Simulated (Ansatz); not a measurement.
**ScAl2N3: density, localisation and related maps**

```
Sc Al N
1.0
     5.61613    0.00000    0.00000
    -2.80807    4.86371    0.00000
     0.00000    0.00000    9.56905
Sc Al N
3 6 9
Direct
  0.00000 0.00000 0.00000
  0.66667 0.33333 0.33333
  0.33333 0.66667 0.66667
  0.00000 0.00000 0.25830
  0.66667 0.33333 0.59163
  0.33333 0.66667 0.92496
  0.66667 0.33333 0.07504
  0.33333 0.66667 0.40837
  0.00000 0.00000 0.74170
  0.83333 0.16667 0.16667
  0.50000 0.50000 0.50000
  0.16667 0.83333 0.83333
  0.83333 0.66667 0.16667
  0.50000 0.00000 0.50000
  0.16667 0.33333 0.83333
  0.33333 0.16667 0.16667
  0.00000 0.50000 0.50000
  0.66667 0.83333 0.83333
```

Space group R-3m; a structure generated by program, which may or may not match a known phase.

Theory: Ansatz 0.2.0, DFT PBE, scalar-relativistic, plane waves, PAW.

Core electrons are frozen (PAW), and the valence fields are smoothed inside the atomic spheres.

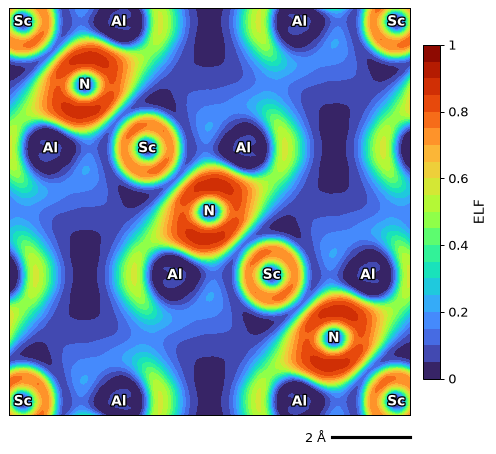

Figure 1. ELF on the (110) plane of the conventional cell.

**Describe what can be read from this map.**

The plane passes through Sc, Al and N nuclei.
Al–N (1.84 Å): the ELF peaks at about 0.85 in the valence shell of N, 0.8 Å from its nucleus, and is about 0.85 at the midpoint.
Sc–N (2.27 Å): the ELF peaks at about 0.85 in the valence shell of N, 0.6 Å from its nucleus, and is about 0.20 at the midpoint (no localised pair shows between them).
The features right at Sc lie inside the PAW spheres, where the map follows smoothed inner orbitals and isn't to be read closely.

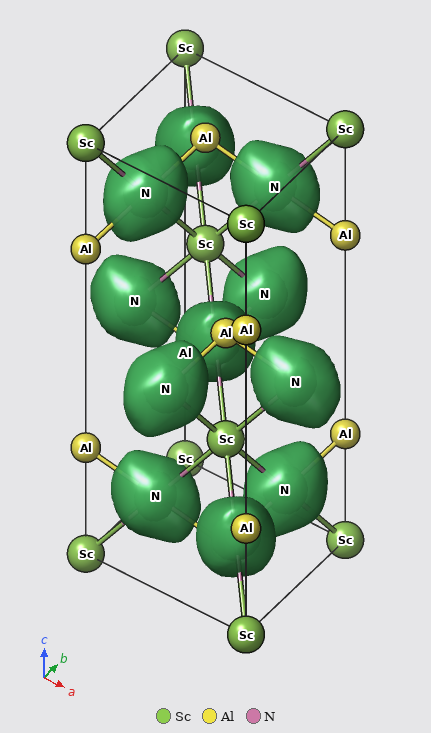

Figure 2. Isosurface of the electron localisation function at 0.75 (green), seen at an oblique angle. Core shells and regions of very low density are left out. Sticks mark near contacts.

**Where are the electrons localised?**

The surface consists of nine regions on N in which the atom's valence shell and bonds are merged, counted in one cell of 18 atoms. Any copies at cell faces, edges or corners count once.

**Does the calculation give a band gap?**

It is metallic or semimetallic at this level of theory: no gap opens.

**How much charge does the calculation move between the atoms?**

Electrons move from Sc and Al towards N. Bader charges: Sc +1.83, Al +2.18 and N −2.06 e.
